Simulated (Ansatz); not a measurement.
**Zr$_{5}$S$_{12}$ (slab): density, localisation and related maps**

```yaml
crystal:
  lattice:
    - [3.62739, 0.00000, 0.00000]
    - [0.00000, 8.60566, 0.00000]
    - [0.00000, 0.00000, 27.13972]
  atoms:
    - { symbol: S, position: [0.00000, 0.29306, 0.27635] }
    - { symbol: S, position: [0.50000, 0.97345, 0.32816] }
    - { symbol: Zr, position: [0.50000, 0.26651, 0.34180] }
    - { symbol: S, position: [0.50000, 0.55956, 0.35545] }
    - { symbol: S, position: [0.00000, 0.23996, 0.40726] }
    - { symbol: Zr, position: [0.00000, 0.53302, 0.42090] }
    - { symbol: S, position: [0.00000, 0.82607, 0.43455] }
    - { symbol: S, position: [0.50000, 0.50647, 0.48636] }
    - { symbol: Zr, position: [0.50000, 0.79952, 0.50000] }
    - { symbol: S, position: [0.50000, 0.09258, 0.51364] }
    - { symbol: S, position: [0.00000, 0.77297, 0.56545] }
    - { symbol: Zr, position: [0.00000, 0.06603, 0.57910] }
    - { symbol: S, position: [0.00000, 0.35909, 0.59274] }
    - { symbol: S, position: [0.50000, 0.03948, 0.64455] }
    - { symbol: Zr, position: [0.50000, 0.33254, 0.65820] }
    - { symbol: S, position: [0.50000, 0.62560, 0.67184] }
    - { symbol: S, position: [0.00000, 0.30599, 0.72365] }
```

Not relaxed (largest force 1.2 eV/Å).

Method: DFT PBEsol, scalar-relativistic, plane waves, PAW (Ansatz 0.2.0).

The density is the valence pseudo-density of a PAW calculation; it isn't the true density close to the nuclei.

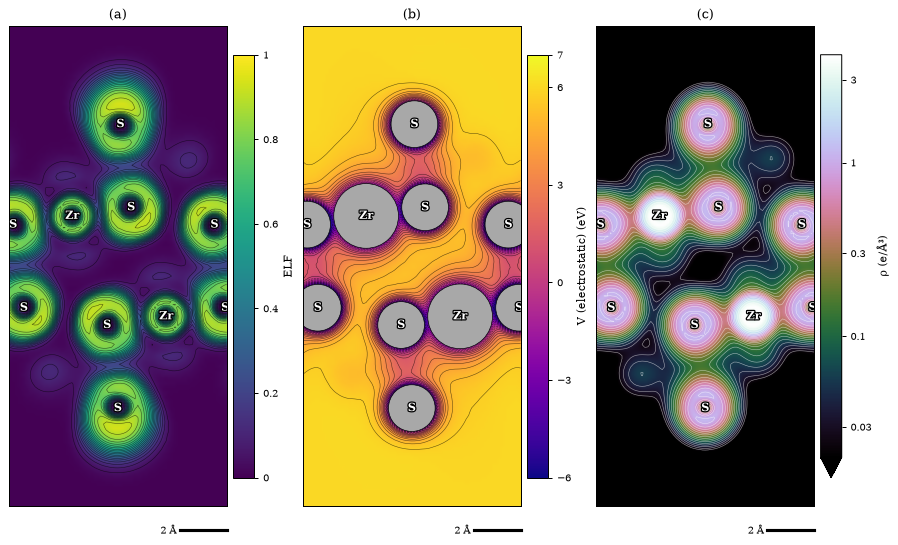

Figure 1. (a) electron localisation function; (b) electrostatic potential energy of an electron; (c) valence pseudo-density on the (100) plane of the calculation cell, a cut from vacuum to vacuum. Grey discs cover the atomic cores in the potential map.

### What does the map show?

- The plane passes through S and Zr nuclei.
- Zr–S (2.55 Å): ρ at the midpoint is about 0.45 e/Å³; the ELF peaks at about 0.85 in the valence shell of S, 0.9 Å from its nucleus, and is about 0.40 at the midpoint.
- The density dies away to nearly zero in the vacuum.
- The features right at Zr lie inside the PAW spheres, where the map follows smoothed inner orbitals and isn't to be read closely.
- Outside the cores the potential energy rises away from the atoms and is highest in the vacuum; its zero is arbitrary.

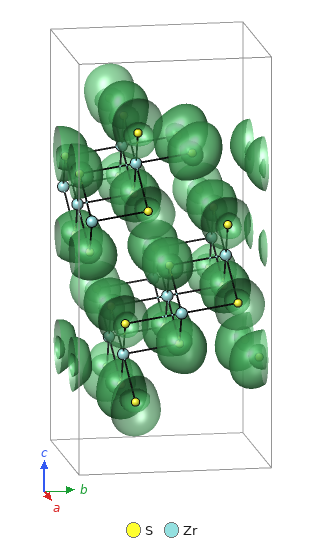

Figure 2. Isosurface of the electron localisation function at 0.75 (green), seen slightly off an axis. Only the valence region is drawn (cores and ρ < 0.01 e/Å³ removed). Sticks mark near contacts.

### Where are the electrons localised?

At this value the surface marks out twelve regions wrapped around S (the valence shell of each), counted in one cell of 17 atoms. Counts are for one cell; the picture repeats the cell along the surface.

### Does the calculation make it a metal, or give it a gap?

It is metallic or semimetallic at this level of theory: no gap opens.
